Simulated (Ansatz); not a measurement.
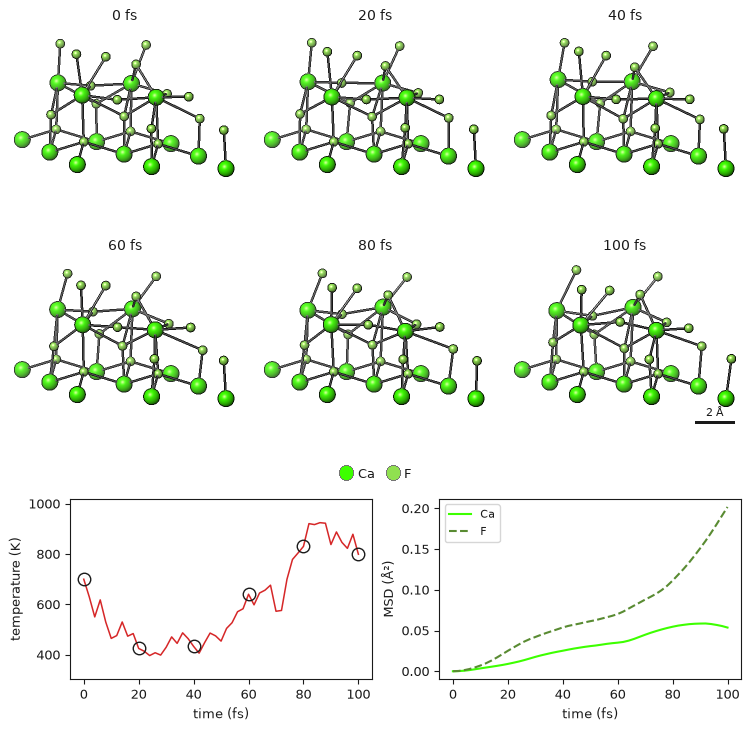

A Born-Oppenheimer molecular dynamics run of F on CaF2(111) (25 atoms in the cell), 100 fs long. Frames and the history of the run. A ball-and-stick model of the simulation cell, with the vacuum cut short, seen slightly off an axis. Bonds to atoms that aren't drawn are left out.

Method: DFT LDA, scalar-relativistic, plane waves, PAW (Ansatz 0.2.0). Set-up: plane-wave cutoff 420 eV; k-point mesh 1 × 1 × 1; Fermi-Dirac smearing 0.02 eV; spin collinear; 8 atoms held fixed; Langevin thermostat (NVT); set temperature 700 K; time step 2 fs; friction 0.02 per fs.

> Describe the run.

Over the second half the temperature averages 726 K (spread ±146 K). The temperature is still climbing (439 K in the second quarter, 866 K in the last), so the run isn't equilibrated. The potential energy is still drifting at the end, so the run hasn't reached equilibrium. The potential energy in the second half lies on average 36.2 meV per atom above the first frame. In the second half of the run the atoms are, in the root-mean-square, this far from where they began (common drift taken out): F 0.33 Å, Ca 0.22 Å. The run lasts only 100 fs, too short to tell vibration from diffusion.

Limits of the set-up: the periodic images lie only 7.8 Å apart, so the values are limited by the cell's size.

PAW datasets: the set soft_1.
